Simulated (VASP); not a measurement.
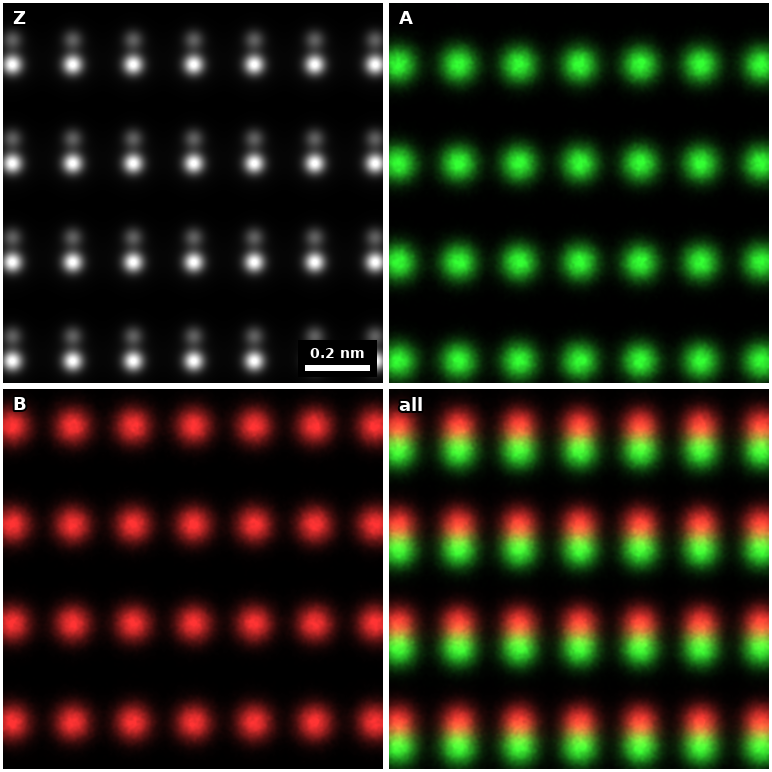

ZnS (F-43m, No. 216) along [211]. Panel Z: Simulation: incoherent imaging, intensity Z^1.7 per atom, probe width 0.50 Å, thin sample. The probe carries 25 % of its weight in a tail 2.5 times as wide. The other panels are simulated element maps (the number of atoms of one element along the beam, blurred by 0.9 Å, with counting noise; each on its own scale, no channelling); the last overlays them. Structure used: an entry of the Crystallography Open Database, as set up for an electronic-structure calculation.

```cif
data_structure
_symmetry_space_group_name_H-M 'F-43m'
_symmetry_Int_Tables_number 216
_cell_length_a 5.4040
_cell_length_b 5.4040
_cell_length_c 5.4040
_cell_angle_alpha 90.000
_cell_angle_beta 90.000
_cell_angle_gamma 90.000
_cell_volume 157.81
loop_
_atom_site_label
_atom_site_type_symbol
_atom_site_symmetry_multiplicity
_atom_site_Wyckoff_symbol
_atom_site_fract_x
_atom_site_fract_y
_atom_site_fract_z
_atom_site_occupancy
Zn1 Zn 4 c 0.25000 0.75000 0.75000 1
S1 S 4 a 0.00000 0.00000 0.00000 1
```

Which element does each lettered map show?

A: Zn, B: S. The projected cell (1.91 × 3.12 Å, 90°) holds 2 columns: 1 of Zn and 1 of S. No column is shared by two of the mapped elements.
